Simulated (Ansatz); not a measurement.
## Geometry relaxation of Ge (part 1 of 2)

Ge (P6/mmm, 3 atoms in the cell), computed with DFT, LDA, PAW with Ansatz's default frozen-core files, scalar-relativistic, no spin polarisation (Ansatz 0.2.0).

The structure was built on a prototype by a generator; it need not be a known phase. Its volume is 0.60 times that of the source entry. It belongs to a series of runs on one base structure; here: omega relaxed under pressure, PAW files. Figures and captions count atoms from 1; the log counts them from 0 in places.

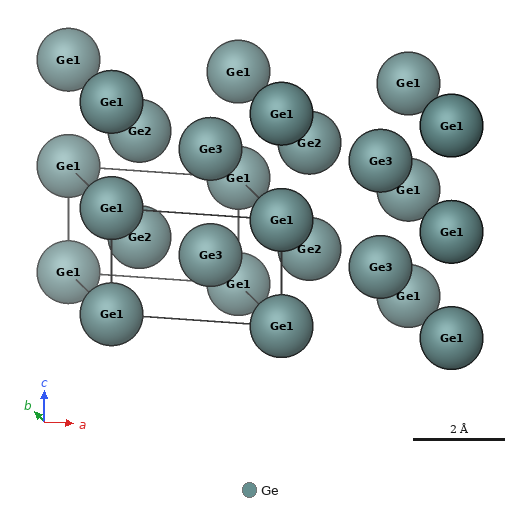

**Figure 1.** The input geometry (spheres-only view of the cell of the calculation, repeated 2 × 1 × 2, seen slightly off an axis; atoms are numbered from 1 in the order of the input). An atom can appear more than once, as a periodic image.

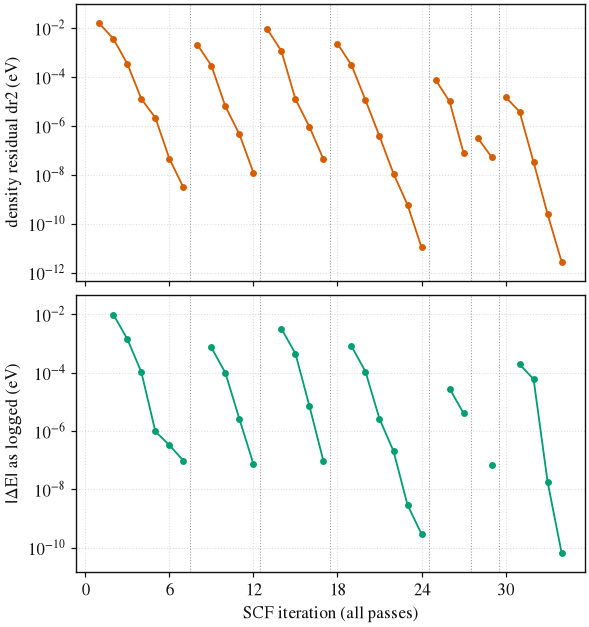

**Figure 2.** Convergence of the self-consistent field: density residual dr2 and size of the energy change against the SCF iteration. The dotted lines part the SCF passes of the relaxation: geometry steps, rejected trials and re-solves on a re-selected basis. The 7 passes take 2 to 7 iterations each, 34 in all.

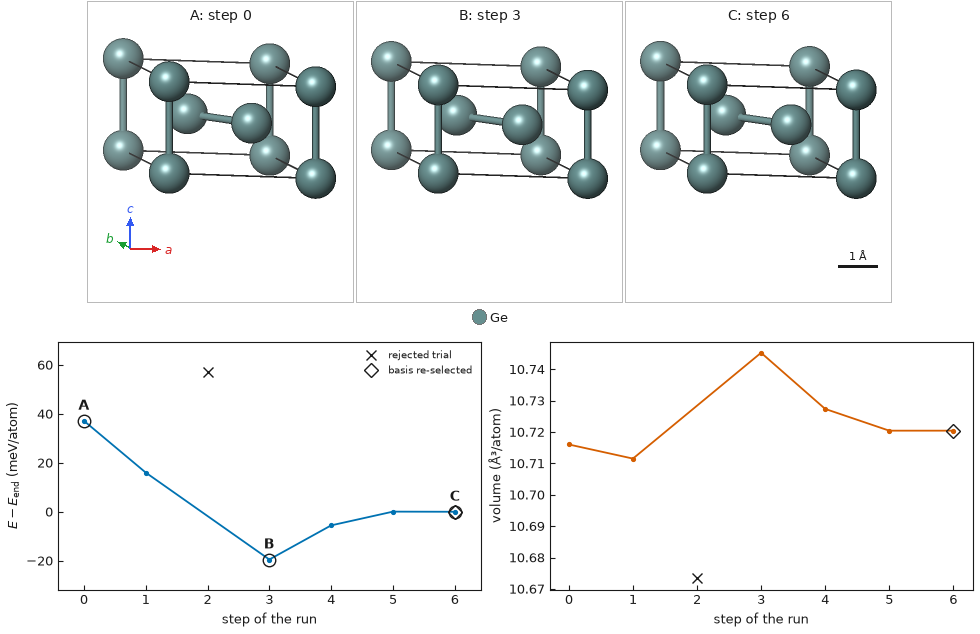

**Figure 3.** Frames of the relaxation (ball-and-stick view of the cell of the calculation, seen slightly off an axis) above the curves, on which the letters mark them (the first geometry is step 0 here and step 1 in the log).

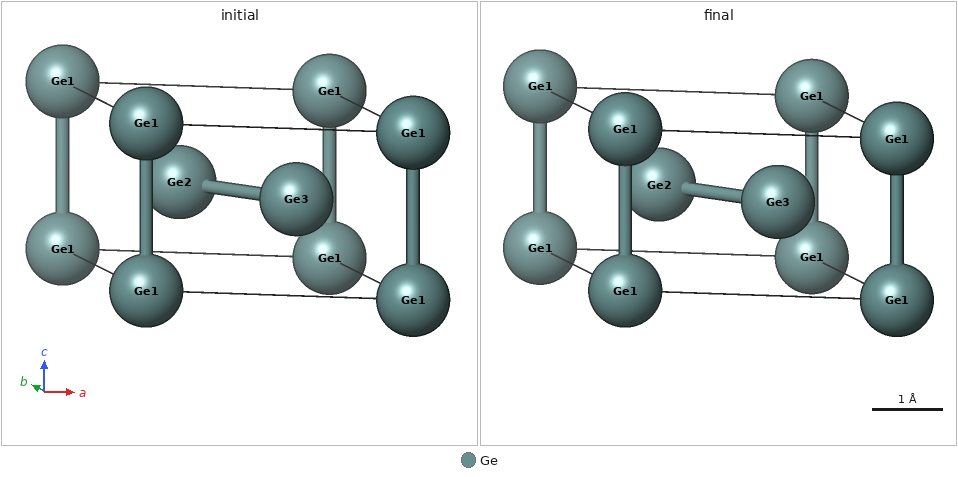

**Figure 4.** Before (left) and after (right) the relaxation, at one scale (ball-and-stick view of the cell of the calculation, seen slightly off an axis). The atoms keep their places relative to the cell (all moves are under 0.005 Å). The drawn cell changes at constant volume: a = b 3.912 → 3.981 Å (+1.8 %), c 2.426 → 2.343 Å (−3.4 %). Among the contacts that change: Ge1–Ge1 2.426 → 2.343 Å, Ge2–Ge3 2.259 → 2.299 Å. The space group stays P6/mmm (No. 191). The energy falls by 37.1 meV per atom in 5 geometry steps. All forces vanish by symmetry, so only the cell relaxes. The pressure goes from 130.79 to 130.00 GPa. The line search rejected the trial step at point 2 (counted from 0) and went back. A last SCF at the same geometry on a re-selected plane-wave basis shifts the energy by −0.1 meV per atom. (Atoms are counted from 1 in the order of the input.)

These pictures come from the run below.

## Input file
```yaml
crystal:
  lattice:
    - [3.9121077607, 0.0, 0.0]
    - [-1.9560538803, 3.3879847031, 0.0]
    - [0.0, 0.0, 2.4255068116]
  atoms:
    - { symbol: Ge, position: [0.0, 0.0, 0.0] }
    - { symbol: Ge, position: [0.3333333333, 0.6666666667, 0.5] }
    - { symbol: Ge, position: [0.6666666667, 0.3333333333, 0.5] }
kpoints:
  mp_grid: { grid: [9, 9, 13] }
scf:
  occupations: { method: fermi_dirac, width: 0.08 }
hamiltonian:
  xc: lda
  pseudopotentials: { kind: paw }
output:
  forces: true
  stress: true
  eigenvalues: true
relax:
  f_tol: 0.005
  max_steps: 40
  cell: { p_target: 130.0, stress_tol: 0.065 }
```

Run as:
```bash
ansatz run input.yaml --threads 1 --pin off --max-ram 3584MiB --backend cpu --events-out ev --progress --plain --runs-dir out
```

## What the program printed
```
Engine: ansatz 0.2.0, aarch64-unknown-linux-gnu
Pseudopotentials: kind: paw
Pseudopotential: Ge, paw, valence charge 14, recommended cutoff 420 eV (normal), Ge.paw.azcp
Functional definition: SPW92
  exchange = slater_x
  correlation = pw_c
Crystal: 3 atoms, lattice volume = 32.148 Å³
Basis set: ecut = 420 eV, 621 PW (Γ)
Bands: 26, of which v1, the nominal top of the filled ones, is band 21 counted from 1 (20 counted from 0)
Symmetry: 24 space group operations
Space group: P6/mmm (ITA 191), of the structure as read, at distance tolerance 3.2e-5 Å
k-points: 84 of 1053
Non-local potential: Ge, projectors of the file, l = 0: 2, l = 1: 2, l = 2: 3, l = 3: 1
PAW form: soft (Blöchl's): semilocal exchange-correlation on the pseudo side does not see the compensation charge
PAW frozen core: Ge, regenerated for the run's functional, and the local potential with it (the file was generated under x = pbe(κ = 0.804, μ = 0.2195149727645171), c = pbe(β = 0.06672455060314922))
PAW one-centre angular grid: Ge, 590 points (default); XC on 64 Gauss nodes
Initial density: superposition of atomic densities (neutral atoms: chi_scale 0, normalization atom), corrected by the library's trained network
Initial wavefunctions: pseudopotential atomic-orbital guess
Functional: x = slater, c = lda
SCF iter   1: F=—  HF=-12640.754386 eV  |F-HF|=—  |Δ(HF+E_count)|=         —  Δρ=9.69e-3  dr2=1.53e-2  ethr=1.77e-3  ⟨swp⟩=5.4  Hψ=8781  notcnv=0
preconditioner: auto → none  [metal: Δε(μ)=0.075 eV  Ē_g=25.649 eV  σ=0.080 eV  W_gap=0.23  n_scr=8 (ndim 8)  ℏωp=42.4 eV  f_vac=0.000  D(μ)=0.85/eV (n_scr^D=6)  sad-step TF]
SCF iter   2: F=—  HF=-12640.744546 eV  |F-HF|=—  |Δ(HF+E_count)|=   9.84e-3  Δρ=4.01e-3  dr2=3.65e-3  ethr=3.64e-5  ⟨swp⟩=2.0  Hψ=4833  notcnv=0  defer=5
SCF iter   3: F=—  HF=-12640.743130 eV  |F-HF|=—  |Δ(HF+E_count)|=   1.42e-3  Δρ=1.49e-3  dr2=3.42e-4  ethr=8.68e-6  ⟨swp⟩=2.1  Hψ=2571  notcnv=0  defer=6
SCF iter   4: F=—  HF=-12640.743026 eV  |F-HF|=—  |Δ(HF+E_count)|=   1.04e-4  Δρ=2.38e-4  dr2=1.26e-5  ethr=8.14e-7  ⟨swp⟩=2.2  Hψ=2932  notcnv=0  defer=6
SCF iter   5: F=—  HF=-12640.743027 eV  |F-HF|=—  |Δ(HF+E_count)|=   9.65e-7  Δρ=8.29e-5  dr2=2.14e-6  ethr=3.01e-8  ⟨swp⟩=2.0  Hψ=3742  notcnv=0  defer=6
SCF iter   6: F=—  HF=-12640.743027 eV  |F-HF|=—  |Δ(HF+E_count)|=   3.27e-7  Δρ=2.11e-5  dr2=4.55e-8  ethr=2.38e-10  ⟨swp⟩=4.0  Hψ=9174  notcnv=0
SCF iter   7: F=-12640.743027 eV  HF=-12640.743027 eV  |F-HF|=4.04e-9  |Δ(HF+E_count)|=   9.55e-8  Δρ=6.11e-6  dr2=3.04e-9  ethr=1.08e-10  ⟨swp⟩=3.3  Hψ=6181  notcnv=0
SCF 1 converged in 7 iterations: F = -12640.743027 eV  dr2 = 3.04e-9
  greatest PAW one-centre occupation: 0.999 electrons in one spin orbital (limit 2), on the Ge atom at site 0 (counted from 0), in its partial waves of l = 2
relax step   1: F+E_penalty+E_count = -12640.74302710 eV  Δ(F+E_penalty+E_count) = +0.000e0 eV  max|allowed force component| = 2.930e-17 eV/Å  Δτ_max = 0.0000 Å  P = +130.787 GPa  Ω = 32.148 Å³  (7 SCF iters, dr2 threshold 1.00e-7 eV, accepted)
Crystal: 3 atoms, lattice volume = 32.135 Å³
Basis set: ecut = 420 eV, 619 PW (Γ)
Initial density: handed on by an earlier stage of this run
Initial wavefunctions: those handed on with the density
iter 1 solved again at ethr=5.43e-6 eV; its pass at ethr=3.10e-3 eV (dr2=2.28e-3 eV) is discarded
SCF iter   1: F=—  HF=-12640.807279 eV  |F-HF|=—  |Δ(HF+E_count)|=         —  Δρ=2.80e-3  dr2=2.07e-3  ethr=5.43e-6  ⟨swp⟩=2.0  Hψ=12199  notcnv=0
preconditioner: auto → none  [metal: Δε(μ)=0.011 eV  Ē_g=25.802 eV  σ=0.080 eV  W_gap=0.03  n_scr=8 (ndim 8)  ℏωp=42.5 eV  f_vac=0.000  D(μ)=1.00/eV (n_scr^D=6)]
SCF iter   2: F=—  HF=-12640.806551 eV  |F-HF|=—  |Δ(HF+E_count)|=   7.28e-4  Δρ=1.09e-3  dr2=2.89e-4  ethr=4.93e-6  ⟨swp⟩=1.5  Hψ=2240  notcnv=0
SCF iter   3: F=—  HF=-12640.806453 eV  |F-HF|=—  |Δ(HF+E_count)|=   9.79e-5  Δρ=1.28e-4  dr2=6.19e-6  ethr=6.88e-7  ⟨swp⟩=2.0  Hψ=2687  notcnv=0
SCF iter   4: F=—  HF=-12640.806451 eV  |F-HF|=—  |Δ(HF+E_count)|=   2.57e-6  Δρ=5.75e-5  dr2=4.53e-7  ethr=1.47e-8  ⟨swp⟩=2.0  Hψ=3974  notcnv=0
SCF iter   5: F=-12640.806450 eV  HF=-12640.806450 eV  |F-HF|=2.96e-9  |Δ(HF+E_count)|=   7.39e-8  Δρ=1.04e-5  dr2=1.21e-8  ethr=7.14e-10  ⟨swp⟩=5.3  Hψ=8473  notcnv=0
SCF 2 converged in 5 iterations: F = -12640.806450 eV  dr2 = 1.21e-8
relax step   2: F+E_penalty+E_count = -12640.80645043 eV  Δ(F+E_penalty+E_count) = -6.342e-2 eV  max|allowed force component| = 1.156e-17 eV/Å  Δτ_max = 0.0000 Å  P = +130.579 GPa  Ω = 32.135 Å³  energy of the carried Pulay correction = -3.337e-5 eV  (5 SCF iters, dr2 threshold 3.00e-7 eV, accepted)
Crystal: 3 atoms, lattice volume = 32.020 Å³
iter 1 solved again at ethr=1.97e-5 eV; its pass at ethr=3.10e-3 eV (dr2=8.29e-3 eV) is discarded
SCF iter   1: F=—  HF=-12640.686360 eV  |F-HF|=—  |Δ(HF+E_count)|=         —  Δρ=5.74e-3  dr2=8.71e-3  ethr=1.97e-5  ⟨swp⟩=1.0  Hψ=11317  notcnv=0
preconditioner: auto → none  [metal: Δε(μ)=0.080 eV  Ē_g=25.891 eV  σ=0.080 eV  W_gap=0.24  n_scr=8 (ndim 8)  ℏωp=42.5 eV  f_vac=0.000  D(μ)=0.74/eV (n_scr^D=6)]
SCF iter   2: F=—  HF=-12640.683176 eV  |F-HF|=—  |Δ(HF+E_count)|=   3.18e-3  Δρ=2.14e-3  dr2=1.13e-3  ethr=1.97e-5  ⟨swp⟩=1.6  Hψ=2308  notcnv=0
SCF iter   3: F=—  HF=-12640.682727 eV  |F-HF|=—  |Δ(HF+E_count)|=   4.49e-4  Δρ=2.11e-4  dr2=1.23e-5  ethr=2.69e-6  ⟨swp⟩=2.0  Hψ=2676  notcnv=0
SCF iter   4: F=—  HF=-12640.682720 eV  |F-HF|=—  |Δ(HF+E_count)|=   7.09e-6  Δρ=8.66e-5  dr2=9.07e-7  ethr=2.93e-8  ⟨swp⟩=2.0  Hψ=3970  notcnv=0
SCF iter   5: F=-12640.682720 eV  HF=-12640.682720 eV  |F-HF|=5.12e-8  |Δ(HF+E_count)|=   9.18e-8  Δρ=2.06e-5  dr2=4.26e-8  ethr=7.14e-10  ⟨swp⟩=5.3  Hψ=9472  notcnv=0
SCF 3 converged in 5 iterations: F = -12640.682720 eV  dr2 = 4.26e-8
relax step   3: F+E_penalty+E_count = -12640.68271993 eV  Δ(F+E_penalty+E_count) = +1.237e-1 eV  max|allowed force component| = 9.252e-17 eV/Å  Δτ_max = 0.0000 Å  P = +133.127 GPa  Ω = 32.020 Å³  energy of the carried Pulay correction = -3.419e-5 eV  (5 SCF iters, dr2 threshold 3.00e-7 eV, rejected (line search))
Crystal: 3 atoms, lattice volume = 32.236 Å³
Basis set: ecut = 420 eV, 643 PW (Γ)
iter 1 solved again at ethr=5.84e-6 eV; its pass at ethr=3.10e-3 eV (dr2=2.45e-3 eV) is discarded
SCF iter   1: F=—  HF=-12640.913935 eV  |F-HF|=—  |Δ(HF+E_count)|=         —  Δρ=2.91e-3  dr2=2.26e-3  ethr=5.84e-6  ⟨swp⟩=2.1  Hψ=12283  notcnv=0
preconditioner: auto → none  [metal: Δε(μ)=0.024 eV  Ē_g=25.816 eV  σ=0.080 eV  W_gap=0.08  n_scr=8 (ndim 8)  ℏωp=42.4 eV  f_vac=0.000  D(μ)=0.87/eV (n_scr^D=6)]
SCF iter   2: F=—  HF=-12640.913123 eV  |F-HF|=—  |Δ(HF+E_count)|=   8.13e-4  Δρ=1.11e-3  dr2=3.04e-4  ethr=5.38e-6  ⟨swp⟩=1.6  Hψ=2265  notcnv=0
SCF iter   3: F=—  HF=-12640.913014 eV  |F-HF|=—  |Δ(HF+E_count)|=   1.08e-4  Δρ=1.52e-4  dr2=1.12e-5  ethr=7.25e-7  ⟨swp⟩=2.0  Hψ=2696  notcnv=0
SCF iter   4: F=—  HF=-12640.913012 eV  |F-HF|=—  |Δ(HF+E_count)|=   2.60e-6  Δρ=6.00e-5  dr2=3.75e-7  ethr=2.67e-8  ⟨swp⟩=2.0  Hψ=3968  notcnv=0
SCF iter   5: F=—  HF=-12640.913011 eV  |F-HF|=—  |Δ(HF+E_count)|=   2.03e-7  Δρ=9.89e-6  dr2=1.10e-8  ethr=8.93e-10  ⟨swp⟩=2.0  Hψ=3903  notcnv=0
SCF iter   6: F=—  HF=-12640.913011 eV  |F-HF|=—  |Δ(HF+E_count)|=   2.91e-9  Δρ=1.82e-6  dr2=5.88e-10  ethr=2.61e-11  ⟨swp⟩=2.0  Hψ=3966  notcnv=0
SCF iter   7: F=-12640.913011 eV  HF=-12640.913011 eV  |F-HF|=4.00e-11  |Δ(HF+E_count)|=  2.91e-10  Δρ=2.28e-7  dr2=1.06e-11  ethr=1.00e-12  ⟨swp⟩=4.5  Hψ=8066  notcnv=0
SCF 4 converged in 7 iterations: F = -12640.913011 eV  dr2 = 1.06e-11
```
